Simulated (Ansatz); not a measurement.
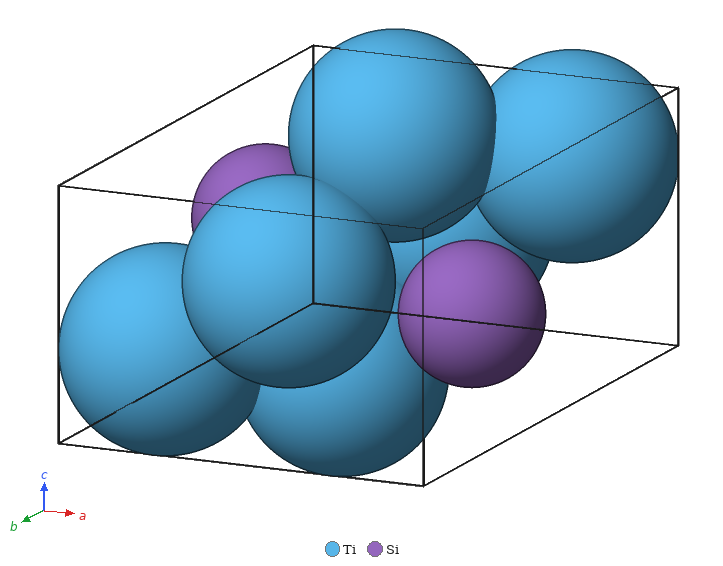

An orthographic space-filling view of the structure, from a general direction. The conventional unit cell is drawn as a box. Cell: a = 5.584 Å, b = 5.584 Å, c = 4.473 Å, α = 90.00°, β = 90.00°, γ = 120.00°.

It has the composition Ti3Si. The structure has P6_3mc (No. 186) symmetry and a primitive hexagonal lattice. With Z = 2, the cell contains 6 Ti, 2 Si. Each Ti has eight Ti and four Si in a distorted anticuboctahedral arrangement (about 2.7 to 2.9 Å to Ti, 2.5 to 2.9 Å to Si). Around each Si lie twelve Ti in a distorted anticuboctahedral arrangement at about 2.5 to 2.9 Å.

The starting point was a structure listed in the Materials Project. The cell was then strained or its atoms displaced on purpose. It was run through Ansatz as a DFT input.

At this level of theory the run's own cell isn't at rest (forces up to 2.0 eV/Å), so its distances can differ from those at equilibrium, the more so the softer the solid.
